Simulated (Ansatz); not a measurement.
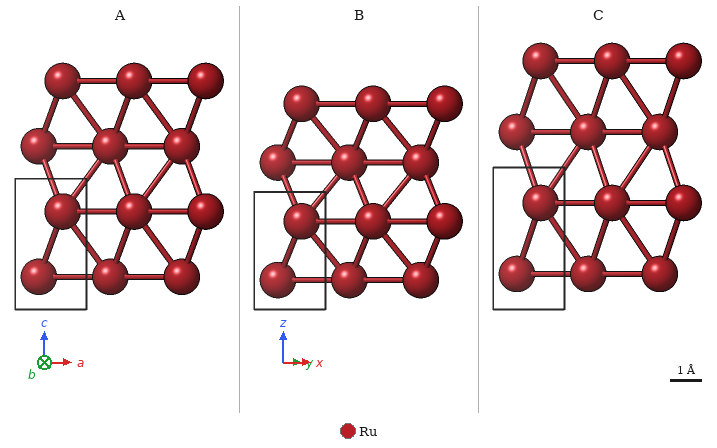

Solid Ru (P6_3/mmc): the cell is strained along z alone, with the atoms kept at their fractional coordinates. x, y and z are the Cartesian axes of the input. The picture is a ball-and-stick view of the cell of the calculation, repeated 3 × 2 × 2 with one cell outlined, seen along the b axis.

Level of theory: DFT PBEsol, scalar-relativistic, plane waves, PAW in Ansatz 0.2.0. (plane-wave cutoff 420 eV; k-point mesh 24 × 24 × 12; occupations gaussian; smearing width 0.15 eV; no spin polarisation). Energies (free energies at the smearing named) are counted from the cell as listed in its source, which wasn't relaxed.

Question: Rank the frames from lowest to highest energy.

Answer: Lowest first: A (the strain 0.00, 0.0 meV/atom), C (the strain 0.0875, 220.2 meV/atom), B (the strain −0.10, 289.0 meV/atom). Over the whole scan: the lowest computed point lies at the strain 0.00 (0.0 meV/atom). The unrelaxed reference is under a pressure of −6.3 GPa, which tilts the curve. The distortion keeps the space group P6_3/mmc. At the strain −0.10 the cell of the drawing goes c 4.282 → 3.854 Å.
